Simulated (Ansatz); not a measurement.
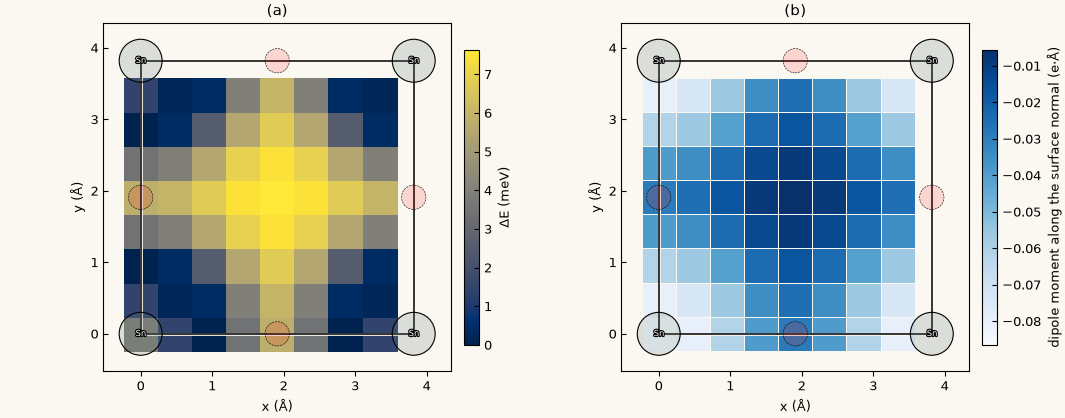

H on a two-dimensional sheet of SnO (4 atoms of substrate and one adsorbate in a 1 × 1 cell). 
- H is moved over the surface cell at a fixed height above a rigid substrate; the origin of the map has the adsorbate above Sn4; the height is held at 2.80 Å.
- Places are given modulo a cell vector. The map is drawn in real space over the plane of the surface.
- Grid: 8 × 8 points; 15 points were computed and 49 follow by symmetry.
- All energies are given in meV relative to the lowest grid point.
- With one adsorbate in each 1 × 1 cell, its nearest image is 3.8 Å away, so neighbouring adsorbates interact. At a fixed height the lowest place need not be the adsorption site.
- Theory: DFT PBE+D3(BJ), scalar-relativistic, plane waves, PAW in Ansatz 0.2.0. Settings: cutoff 420 eV, k-mesh 7×7×1, gaussian smearing 0.05 eV, spin-polarised.

Panel (a) is the energy; panel (b) is the computed dipole moment along the surface normal, in e·Å.

Drawn: one coloured cell a grid point, labelled circles for the atoms of the top layer and small ones for the second layer, the outline of one cell of the plane.

How does the dipole moment along the surface normal vary over the map, and what is it at the lowest grid point?

Answer. It runs from −0.09 e·Å at the top site over a surface Sn atom, (0/8, 0/8) of the cell vectors to −0.01 e·Å at a fourfold hollow over a third-layer Sn atom, (4/8, 4/8) of the cell vectors. At the lowest grid point, (0/8, 2/8) of the cell vectors [nearest 1 Sn at 2.96 Å], it is −0.06 e·Å.

```csv
"second ↓, first →",0/8,1/8,2/8,3/8,4/8,5/8,6/8,7/8
7/8,−0.08,−0.07,−0.06,−0.03,−0.03,−0.03,−0.06,−0.07
6/8,−0.06,−0.06,−0.04,−0.02,−0.02,−0.02,−0.04,−0.06
5/8,−0.04,−0.03,−0.02,−0.01,−0.01,−0.01,−0.02,−0.03
4/8,−0.03,−0.03,−0.02,−0.01,−0.01,−0.01,−0.02,−0.03
3/8,−0.04,−0.03,−0.02,−0.01,−0.01,−0.01,−0.02,−0.03
2/8,−0.06,−0.06,−0.04,−0.02,−0.02,−0.02,−0.04,−0.06
1/8,−0.08,−0.07,−0.06,−0.03,−0.03,−0.03,−0.06,−0.07
0/8,−0.09,−0.08,−0.06,−0.04,−0.03,−0.04,−0.06,−0.08
```

PAW datasets: the set soft_1.
